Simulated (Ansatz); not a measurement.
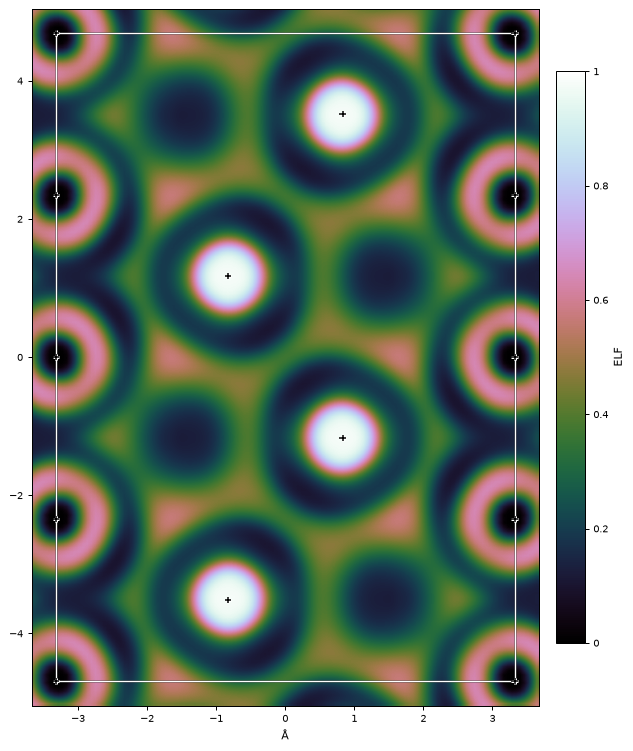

The ELF on a plane through atoms (crosses mark nuclei in the plane).

All numbers below come from DFT r2SCAN, scalar-relativistic, plane waves, PAW in Ansatz 0.2.0.

Candidates:
A. Ti2Co, a = 6.64 Å, b = 6.64 Å, c = 6.64 Å, α = 90.00°, β = 90.00°, γ = 90.00°. Space group Fd-3m; computed pressure about 28 GPa in this cell; computed without spin polarisation.
B. GeS, a = 10.83 Å, b = 3.59 Å, c = 4.55 Å, α = 90.00°, β = 90.00°, γ = 90.00°. Space group Pnma.

Question: Which system is this?

Answer: Candidate A: Ti2Co on the (101) plane of the conventional cell, which holds Ti and Co. Ti–Ti (2.35 Å): the ELF is about 0.15 at the midpoint: no localised pair shows between them. Ti–Co (2.75 Å): the ELF is about 0.35 at the midpoint.
